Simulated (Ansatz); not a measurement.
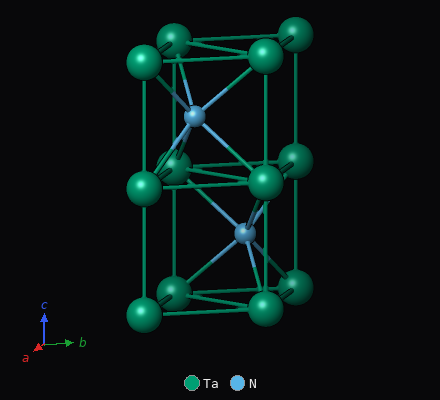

TaN (P6_3/mmc, No. 194): coordinates from a relaxation with DFT PBE, scalar-relativistic, plane waves, PAW (Ansatz); the starting structure was generated, so it need not be a known form of this composition.

```yaml
crystal:
  lattice:
    - [2.91755, 0.00000, 0.00000]
    - [-1.45877, 2.52667, 0.00000]
    - [0.00000, 0.00000, 5.91449]
  atoms:
    - { symbol: Ta, position: [0.00000, 0.00000, 0.00000] }
    - { symbol: N, position: [0.33333, 0.66667, 0.25000] }
    - { symbol: Ta, position: [0.00000, 0.00000, 0.50000] }
    - { symbol: N, position: [0.66667, 0.33333, 0.75000] }
```

Question: What will a Z-contrast image along [101] show? Simulation: incoherent imaging, intensity Z^1.8 per atom, probe width 0.58 Å, thin sample. The probe carries 25 % of its weight in a tail 2.5 times as wide. Shot noise was added.

Answer: The columns repeat on a rectangular net of 1.31 × 2.53 Å (plane group p2mm). The brightest columns hold 1 Ta per repeat. The N columns make no clear peak of their own: they are too faint or too near a brighter column. The shortest distance between visible columns is 1.31 Å in projection (between Ta columns). Along the beam the structure repeats every 6.59 Å.

```tsv
column	atoms along the beam per repeat	peak brightness
Ta	1 Ta	100 %
N	1 N	5 %
```

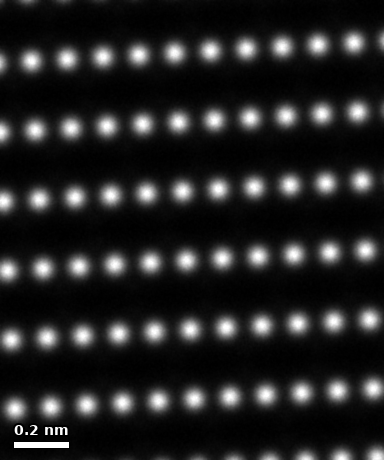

The simulated image.
